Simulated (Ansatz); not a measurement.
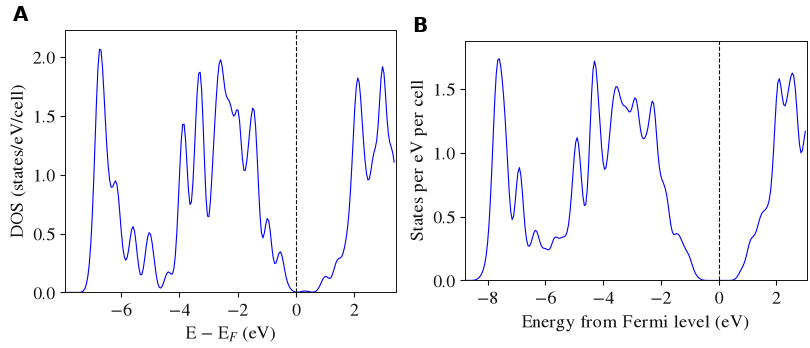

Two computed total densities of states (energies from the Fermi level, put mid-gap where there is a gap; curves built from the levels of the k mesh are broadened by Gaussians of 0.3 to 0.4 eV).

Match each plot to its system.
1. GaP, space group I-4m2, 2 atoms in the cell, zincblende type, epitaxial (xy) strain −2.5%; r2SCAN, Ansatz
2. GaAs, space group F-43m, 2 atoms in the cell, zincblende type, hydrostatic strain +1.5%; r2SCAN, Ansatz

Answer. A is 2 (GaAs: gap 0.6 eV, 2 atoms in the cell); B is 1 (GaP: gap 1.6 eV, 2 atoms in the cell).
